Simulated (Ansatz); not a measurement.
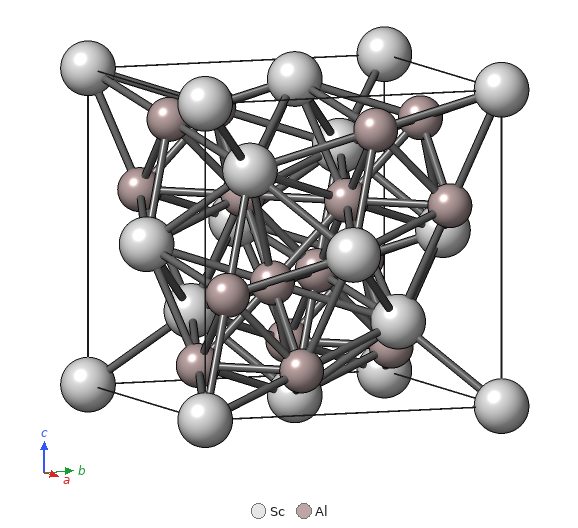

Ball-and-stick drawing of the structure, looking slightly off an axis. The edges of the conventional unit cell are marked. Cell: a = 7.59 Å, b = 7.59 Å, c = 7.59 Å, α = 90.00°, β = 90.00°, γ = 90.00°.

The starting point was a structure type filled with these elements by a generator (whether the compound takes this form wasn't checked). Earlier steps of the study may have refined or changed the cell and positions. It went into a calculation with Ansatz.

### State composition, symmetry and coordination.

The structure is one of ScAl₂. The atoms follow space group Fd-3m (No. 227); the Bravais lattice is face-centred cubic. It adopts the structure known as cubic Laves phase (C15, MgCu₂ type). The cell has 24 atoms, namely 8 Sc, 16 Al. Each Sc has twelve Al and four Sc (about 3.1 Å to Al, 3.3 Å to Sc). The neighbours of Al are six Sc and six Al (about 3.1 Å to Sc, 2.7 Å to Al). The bonds build a three-dimensional framework.

Electronic-structure method: Ansatz, DFT r2SCAN, scalar-relativistic, plane waves, PAW. Parameters: a kinetic-energy cutoff of 500 eV, k-points about 0.18 Å⁻¹ apart, Gaussian smearing of 0.1 eV, no spin polarisation.

### Does it come out as a metal, or with a gap?

A metal: bands cross the Fermi level.

### Give the Bader charge of each element.

Sc +1.36 e; Al -0.68 e.

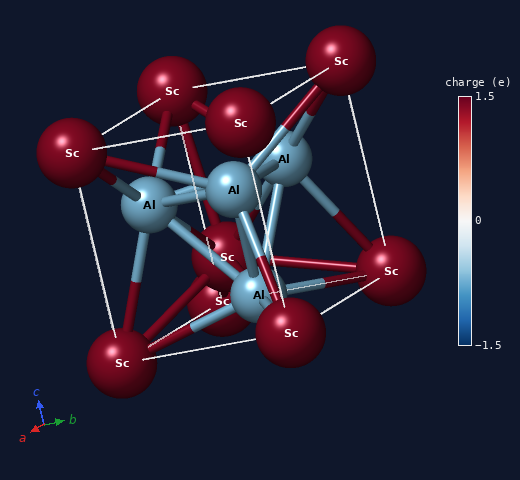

The atoms coloured by those charges. The run's cell of 6 atoms is drawn, so axes and origin can differ from the first picture.

### Is the structure relaxed at this level of theory?

No. All forces vanish to within 0.01 eV/Å. The pressure is -1.1 GPa, so the cell would contract.
